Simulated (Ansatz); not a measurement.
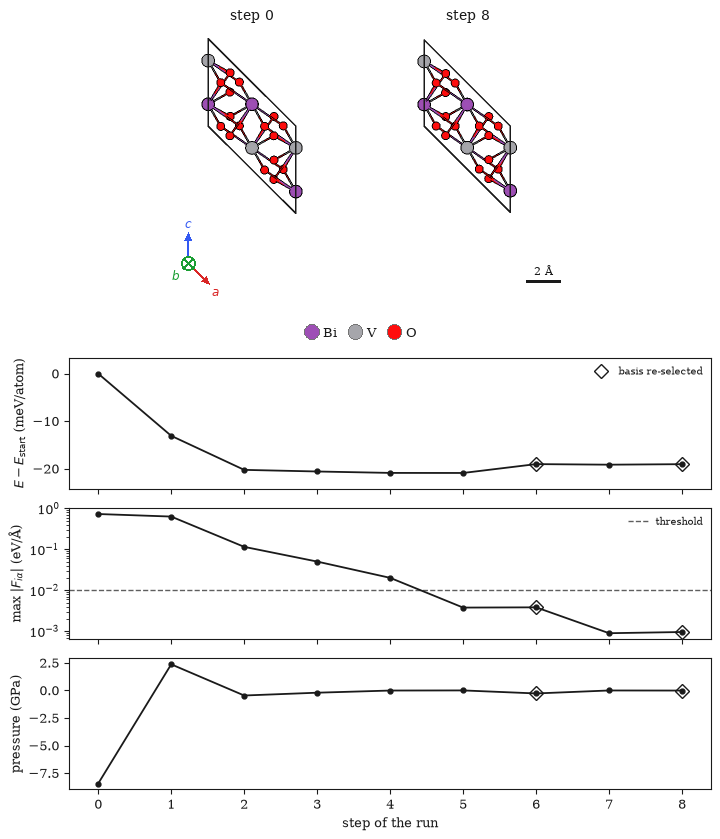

First and last geometry of a relaxation of solid VBiO₄ (set up in C2/c), with the history of the run. Style: ball-and-stick. Shown: the conventional cell (2 times the calculation's cell), along the b axis. Lengths and directions refer to the drawn axes.

The run lets cell and atoms move.

Method: Ansatz 0.2.0, Kohn-Sham DFT of a periodic cell, PBEsol, Ansatz PAW.

Input file:
```yaml
crystal:
  lattice:
    - [3.668951, -5.873863, 0.0]
    - [3.668951, 5.873863, 0.0]
    - [-3.653141, 0.0, 3.668859]
  atoms:
    - { symbol: Bi, position: [0.626882, 0.373118, 0.25] }
    - { symbol: Bi, position: [0.373118, 0.626882, 0.75] }
    - { symbol: V, position: [0.127274, 0.872726, 0.25], spin: 2.0 }
    - { symbol: V, position: [0.872726, 0.127274, 0.75], spin: 2.0 }
    - { symbol: O, position: [0.650469, 0.061624, 0.859413] }
    - { symbol: O, position: [0.938376, 0.349531, 0.640587] }
    - { symbol: O, position: [0.349531, 0.938376, 0.140587] }
    - { symbol: O, position: [0.061624, 0.650469, 0.359413] }
    - { symbol: O, position: [0.200829, 0.296293, 0.13774] }
    - { symbol: O, position: [0.703707, 0.799171, 0.36226] }
    - { symbol: O, position: [0.799171, 0.703707, 0.86226] }
    - { symbol: O, position: [0.296293, 0.200829, 0.63774] }
hamiltonian:
  xc: pbesol
  pseudopotentials: { kind: paw }
magnetization:
  spin_polarized: true
kpoints:
  mp_grid: { grid: [6, 6, 7] }
scf:
  occupations: { method: fermi_dirac, width: 0.05 }
output:
  forces: true
  stress: true
  eigenvalues: true
relax:
  f_tol: 0.01
  max_steps: 40
  cell: { stress_tol: 0.05 }
```

Command:
```bash
ansatz run input.yaml --threads 4 --pin off --max-ram 11264MiB --backend cpu --events-out ev --progress --plain --runs-dir out
```

### What do the curves and the structures tell?

It converged. After 6 accepted moves (8 points after the start) the energy has fallen by 19.0 meV per atom. Largest force component: 0.73 eV/Å at the start, 0.00096 eV/Å at the end. Pressure: −8.44 GPa at the start and −0.01 GPa at the end. At 2 points the geometry stayed and the basis and grid were re-selected for the new cell (energy shift of 1.9 meV per atom at most each time). The largest moves relative to the cell, 0.034 Å, are those of O atoms. By element the largest moves are O 0.034 Å, V 0.026 Å, Bi 0.022 Å. Cell: a 7.338 → 7.223 Å (−1.6 %), b 11.748 → 11.577 Å (−1.5 %), c 5.177 → 5.107 Å (−1.4 %), β 134.9° → 135.0°. Volume −4.5 %. Near-neighbour distances that change, for instance: Bi–O 2.537 → 2.461 Å, O–V 1.768 → 1.724 Å, Bi–O 2.462 → 2.421 Å, Bi–O 2.432 → 2.421 Å. The space group (tolerance 0.01 Å) goes from C2/c (No. 15) to I4_1/a (No. 88). The program noted that the starting moments weren't kept.
